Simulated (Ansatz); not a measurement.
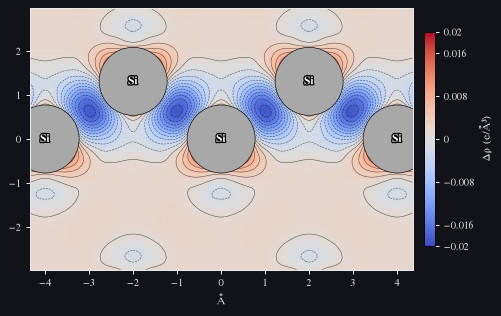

Si. Difference of the valence pseudo-densities of two functionals at the same geometry, on the (010) plane of the calculation cell: one of PBEsol and r2SCAN less the other.

Both computed with Ansatz (plane waves, PAW), on the same k-point mesh. Grey discs cover the atomic cores.

```
CELL_PARAMETERS angstrom
4.00081 0.00000 0.00000
0.00000 4.00081 0.00000
0.00000 0.00000 5.24502
ATOMIC_POSITIONS crystal
Si 0.00000 0.00000 0.00000
Si 0.50000 0.00000 0.25000
Si 0.50000 0.50000 0.50000
Si 0.00000 0.50000 0.75000
```

### Which was subtracted from which, and what does the map show?

It is PBEsol less r2SCAN. Against r2SCAN, PBEsol gives a change of −0.019 e/Å³ at the midpoint of Si–Si.
